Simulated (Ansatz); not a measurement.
## Electronic structure of SnO in real space

```
CELL_PARAMETERS angstrom
5.41643 0.00000 0.00000
0.00000 0.00000 -5.41643
0.00000 5.41643 0.00000
ATOMIC_POSITIONS crystal
Sn 0.50000 0.50000 0.00000
Sn 0.00000 0.50000 0.50000
Sn 0.00000 0.00000 0.00000
Sn 0.50000 0.00000 0.50000
O 0.25000 0.75000 0.25000
O 0.75000 0.75000 0.75000
O 0.75000 0.25000 0.25000
O 0.25000 0.25000 0.75000
```

Space group F-43m; started from the zincblende prototype, which need not be the ambient phase.

These are results of Ansatz 0.2.0, DFT, PBEsol, plane waves, PAW, not measurements.

In a PAW calculation such maps are meaningful between the atoms, not at the nuclei.

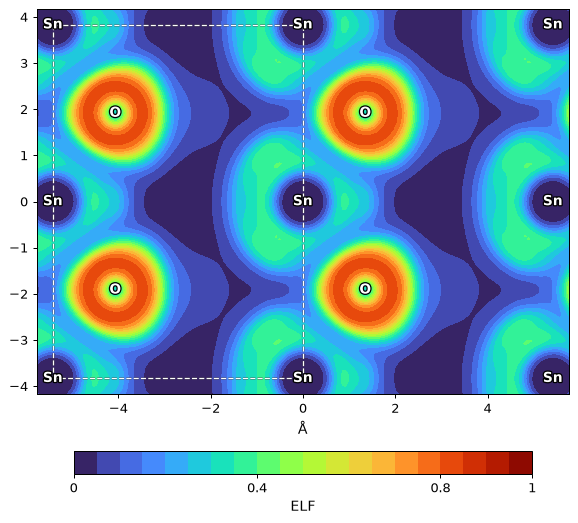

Figure 1. ELF on the (011) plane of the conventional cell.

Read the bonding off the picture.

Atoms in the plane: Sn and O. Sn–O (2.35 Å): the ELF is about 0.20 at the midpoint: no shared electron pair shows on this line.

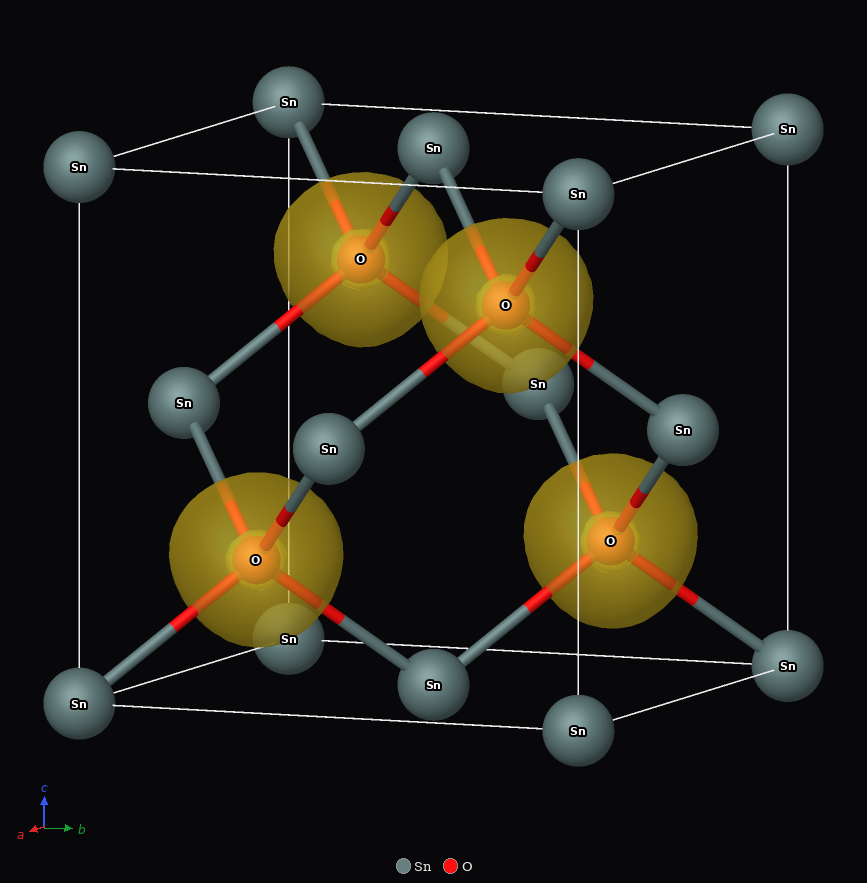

Figure 2. Isosurface of the ELF at 0.65 (yellow), seen slightly off an axis. Only the valence region is drawn (cores and ρ < 0.01 e/Å³ removed). Sticks mark near contacts.

Where are the electrons localised?

The ELF exceeds this value in four regions wrapped around O (the valence shell of each), counted in one cell of 8 atoms. Any copies at cell faces, edges or corners count once.
